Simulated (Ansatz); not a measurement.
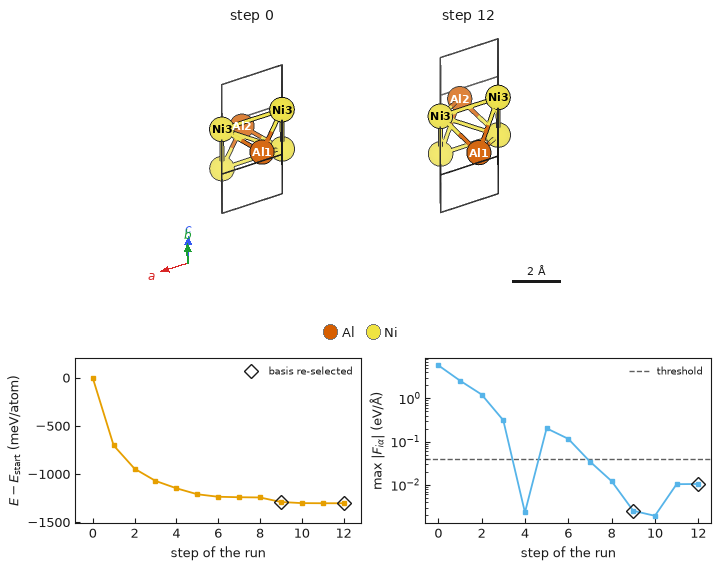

First and last geometry of a relaxation of crystalline Al₂Ni (a generated structure, set up in P-3m1) (coarse preliminary run), with the history of the run. Style: ball-and-stick. Shown: the cell of the calculation, from a free direction.

Computed with DFT PBE, scalar-relativistic, plane waves, PAW in Ansatz.

Input file:
```yaml
crystal:
  lattice:
    - [2.95319977, 0.0, 0.0]
    - [-1.47659988, 2.55754602, 0.0]
    - [0.0, 0.0, 4.60260128]
  atoms:
    - { symbol: Al, position: [0.33333333, 0.66666667, 0.245161] }
    - { symbol: Al, position: [0.66666667, 0.33333333, 0.754839] }
    - { symbol: Ni, position: [0.0, 0.0, 0.5], spin: 2.0 }
basis:
  ecutwfc: 420
kpoints:
  mp_grid: { grid: [6, 6, 4] }
hamiltonian:
  xc: pbe
scf:
  occupations: { method: gaussian, width: 0.1 }
  lower_state_search: "off"
output:
  forces: true
  stress: true
  eigenvalues: true
  populations: true
magnetization:
  spin_polarized: true
relax:
  adjacent_minimum: "off"
  f_tol: 0.04
  max_steps: 70
  cell: { stress_tol: 0.4 }
```

Launched with:
```bash
ansatz run input.yaml --threads 1 --pin off --max-ram 2560MiB --backend cpu --events-out ev --progress --plain --runs-dir out
```

Question: What do the curves and the structures tell?

Answer: It converged. Over 10 accepted moves (12 points after the start) the energy falls by 1302 meV per atom. The largest force component goes from 5.8 to 0.01 eV/Å. Pressure: 72.89 GPa at the start and −0.01 GPa at the end. The SCF was repeated twice at an unchanged geometry on a basis and grid sized afresh for the cell, which shifted the energy by 46.8 meV per atom at most. The largest moves relative to the cell, 0.33 Å, are those of Al1 and Al2. Al2 goes along +c. Ni stays in place. The drawn cell changes as follows: a = b 2.953 → 2.826 Å (−4.3 %), c 4.603 → 6.031 Å (+31.0 %); the volume changes by +20.0 %. Among the contacts that change: Al1–Ni3 2.070 → 2.482 Å, Ni3–Ni3 2.953 → 2.826 Å, Al1–Al1 2.953 → 2.826 Å, Al1–Al2 2.828 → 2.811 Å. The space group stays P-3m1 (No. 164). The program noted that the starting moments weren't kept.
